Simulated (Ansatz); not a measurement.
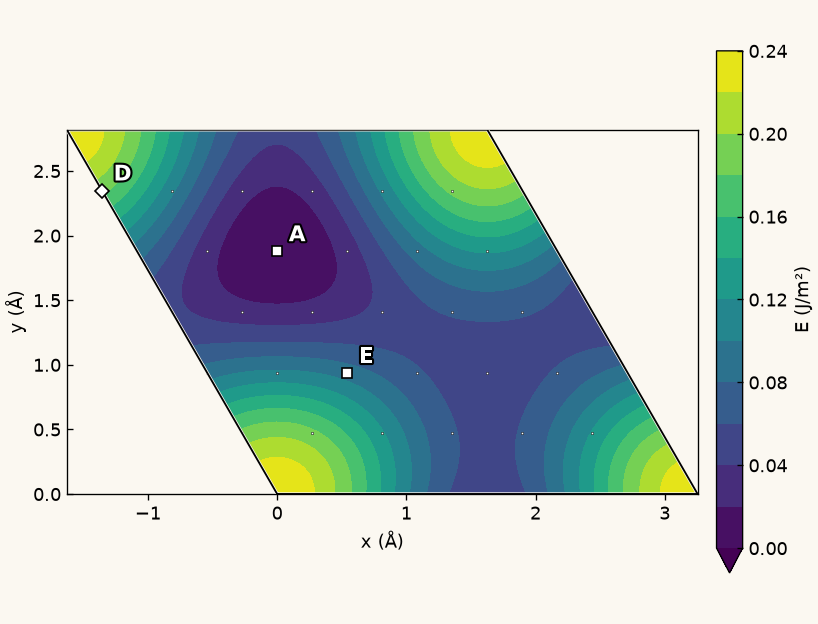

A bilayer of two P sheets of the honeycomb type (4 atoms in the cell). The upper layer of a bilayer is slid over the lower one; relaxed at each slide: nothing; the origin of the map has P4 above P1; the distance between the facing planes is held at 3.31 Å. Places are given modulo a cell vector. The map is drawn in real space over the plane of the slide. The grid has 6 × 6 points; 10 points were computed and 26 follow by symmetry. All energies are given in J/m² relative to the lowest grid point. At a held distance the lowest stacking need not be the one that binds best once the distance relaxes. Level of theory: DFT PBE+D3(BJ), scalar-relativistic, plane waves, PAW (Ansatz). Settings: cutoff 420 eV, k-mesh 9×9×1, gaussian smearing 0.05 eV, no spin polarisation.

Drawn: filled contours, dots at the grid points, the outline of one cell of the plane, lettered points. Between grid points the surface is interpolated.

Is A the lowest point of the computed grid?

Yes. A, at (2/6, 4/6) of the cell vectors, has the lowest energy of the grid.

Rank the lettered points by energy, lowest first.

A (0.000 J/m²), E (0.090 J/m²), D (0.185 J/m²).
